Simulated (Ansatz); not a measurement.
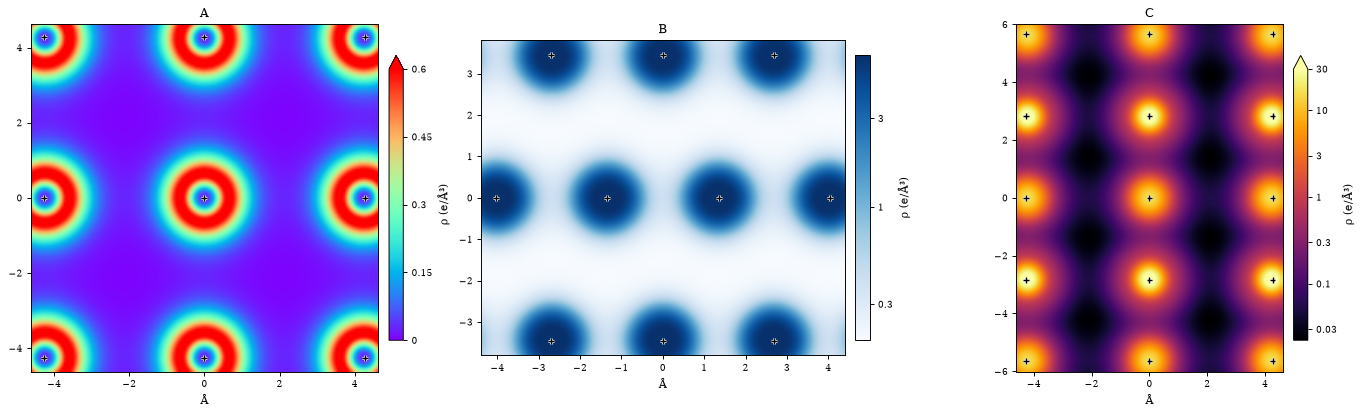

The valence charge density (pseudo) of 3 systems, each on a plane through atoms (crosses mark nuclei in the plane).

Method: DFT r2SCAN, scalar-relativistic, plane waves, PAW (Ansatz).

System 1: Mo, the (101) plane of the conventional cell. Space group P6/mmm; a structure from a database of computed crystals, not necessarily the ambient phase; changed on purpose from its base cell (strain -0.015 along x and y, +0.000 along z, atoms carried along); computed pressure about 8 GPa in this cell; computed without spin polarisation.

```yaml
crystal:
  lattice:
    - [2.69448, 0.00000, 0.00000]
    - [-1.34724, 2.33349, 0.00000]
    - [0.00000, 0.00000, 2.55518]
  atoms:
    - { symbol: Mo, position: [0.00000, 0.00000, 0.50000] }
```

System 2: P, the (001) plane of the conventional cell. Space group P4/mmm; changed on purpose from its base cell (strain +0.000 along x and y, +0.030 along z, atoms carried along); computed pressure about −4 GPa in this cell; computed without spin polarisation.

```
P
1.0
     4.27290    0.00000    0.00000
     0.00000    4.27290    0.00000
     0.00000    0.00000    4.50934
P
1
Direct
  0.00000 0.00000 0.00000
```

System 3: SnSe, the (100) plane of the conventional cell. Space group I4/mmm; changed on purpose from its base cell (strain -0.0600 x Voigt [1, 0, 0, 0, 0, 0], atoms carried along); computed pressure about 4 GPa in this cell.

```cif
data_structure
_symmetry_space_group_name_H-M 'P 1'
_symmetry_Int_Tables_number 1
_cell_length_a 4.2568
_cell_length_b 4.2568
_cell_length_c 5.6588
_cell_angle_alpha 90.000
_cell_angle_beta 90.000
_cell_angle_gamma 90.000
_cell_volume 102.54
loop_
_atom_site_label
_atom_site_type_symbol
_atom_site_fract_x
_atom_site_fract_y
_atom_site_fract_z
_atom_site_occupancy
Sn1 Sn 0.50000 0.50000 0.50000 1
Sn2 Sn 0.00000 0.00000 0.00000 1
Se1 Se 0.50000 0.50000 0.00000 1
Se2 Se 0.00000 0.00000 0.50000 1
```

### Which map belongs to which system?

Panel A is system 2, P: the plane holds P. P–P (4.27 Å): ρ is about 0.03 e/Å³ halfway. Panel B is system 1, Mo: the plane holds Mo. Mo–Mo (2.69 Å): the density is about 0.4 e/Å³ at the midpoint. Panel C is system 3, SnSe: the plane holds Sn and Se. Sn–Se (2.83 Å): ρ at the midpoint is about 0.31 e/Å³.
